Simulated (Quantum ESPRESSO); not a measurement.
# Energy of CoSi along an even scaling of the cell

System: CoSi (8 atoms in the cell).
Method: Kohn-Sham DFT of a periodic cell, RPBE with D3, PseudoDojo 0.4.1 SR PBE standard, spin-polarised (Quantum ESPRESSO 7.5).

The 7 runs differ only in the geometry, by an even scaling of the cell at fixed fractional positions. The structure derives from an entry of the Crystallography Open Database.

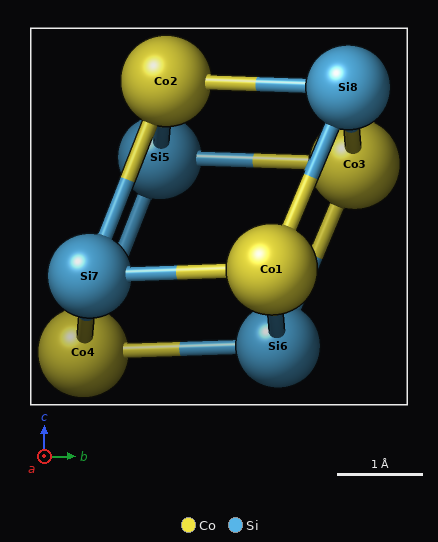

Figure 1. The structure of run 4 (ball-and-stick view of the cell of the calculation, along the a axis; atoms are numbered from 1 in the order of the input).

**Input of run 4**
```
&CONTROL
  calculation = 'scf'
  prefix = 'pwscf'
  outdir = './tmp'
  pseudo_dir = './pseudo'
  tprnfor = .true.
  tstress = .true.
  disk_io = 'nowf'
/
&SYSTEM
  ibrav = 0
  nat = 8
  ntyp = 2
  ecutwfc = 96
  nbnd = 58
  input_dft = 'rpbe'
  occupations = 'smearing'
  smearing = 'fd'
  degauss = 0.00367493
  nspin = 2
  starting_magnetization(1) = 0.1176
  starting_magnetization(2) = 0
  vdw_corr = 'grimme-d3'
  dftd3_version = 3
/
&ELECTRONS
  conv_thr = 1.6d-09
  electron_maxstep = 120
  mixing_beta = 0.3
/
ATOMIC_SPECIES
Co    58.9332 Co.upf
Si    28.0850 Si.upf
CELL_PARAMETERS angstrom
   4.4380000000    0.0000000000    0.0000000000
   0.0000000000    4.4380000000    0.0000000000
   0.0000000000    0.0000000000    4.4380000000
ATOMIC_POSITIONS crystal
Co     0.8600000000    0.6400000000    0.3600000000
Co     0.6400000000    0.3600000000    0.8600000000
Co     0.3600000000    0.8600000000    0.6400000000
Co     0.1400000000    0.1400000000    0.1400000000
Si     0.1570000000    0.3430000000    0.6570000000
Si     0.3430000000    0.6570000000    0.1570000000
Si     0.6570000000    0.1570000000    0.3430000000
Si     0.8430000000    0.8430000000    0.8430000000
K_POINTS automatic
3 3 3 0 0 0
```

Command:
```bash
OMP_NUM_THREADS=1 pw.x -in pw.in > pw.out
```

Run 6 differs from it as follows:
```diff
-   4.4380000000    0.0000000000    0.0000000000
-   0.0000000000    4.4380000000    0.0000000000
-   0.0000000000    0.0000000000    4.4380000000
+   4.4964014342    0.0000000000    0.0000000000
+   0.0000000000    4.4964014342    0.0000000000
+   0.0000000000    0.0000000000    4.4964014342
```

**Results, with one run withheld**

```tsv
run	volume per atom (Å³)	free energy per atom, from the lowest run given (meV)	pressure (GPa)
1	10.271	10.89	9.39
2	10.489	1.87	3.84
3	10.708	0.00	−1.08
4	10.926	4.48	−5.48
5	11.145	14.61	−9.38
6	11.363	?	?
7	11.582	49.33	−15.91
```

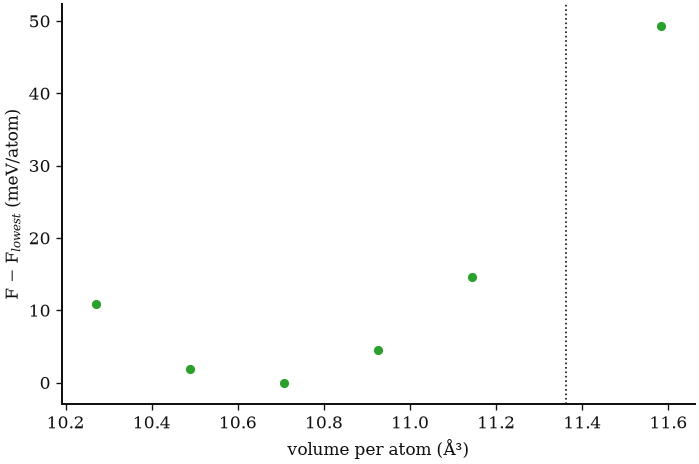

Figure 2. Free energy per atom of the runs given; the dotted line marks run 6.

Fit the runs given and predict run 6.

A cubic polynomial in V^(−2/3) (the Birch–Murnaghan form), fitted to the 6 runs given, misses them by at most 0.01 meV per atom. With x = V^(−2/3) − 0.20417 Å⁻², it reads F = 1.9887 − 1868.3 x + 4.0376e+05 x² + 8.1159e+05 x³ (meV per atom). At run 6 it gives 29.71 meV per atom, and the run itself gives 29.75. The slope of the fit gives a pressure −dF/dV of −12.78 GPa there, and the run prints −12.85 GPa. The two needn't agree exactly: the fit is approximate, and the printed stress is taken on a finite basis. The fit has its minimum at 10.659 Å³ per atom, where V d²F/dV² gives 233 GPa. Cell shape and fractional positions are held, so this is the stiffness under even scaling; the relaxed bulk modulus wasn't computed.

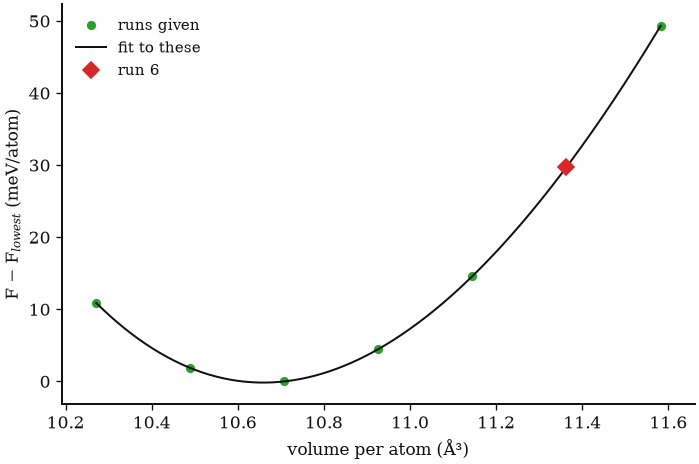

Figure 3. The fit and the withheld run.

**Some lines of the output (run 6)**
```
[...]
     total energy              =   -1259.10972978 Ry
     total energy              =   -1259.11029723 Ry
     total energy              =   -1259.11081284 Ry
     total energy              =   -1259.11084299 Ry
     total energy              =   -1259.11083725 Ry
     total energy              =   -1259.11084566 Ry
     total energy              =   -1259.11084547 Ry
     total energy              =   -1259.11084650 Ry
     total energy              =   -1259.11084667 Ry
     the Fermi energy is    16.1936 ev
!    total energy              =   -1259.11084669 Ry
     The total energy is F=E-TS. E is the sum of the following terms:
     Computing stress (Cartesian axis) and pressure
          total   stress  (Ry/bohr**3)                   (kbar)     P=     -128.46
```

Notes: The record of the run, not the program, notes: potentials made for another functional. Points of doubt noted for this run: coarse mesh; potentials made for another functional.
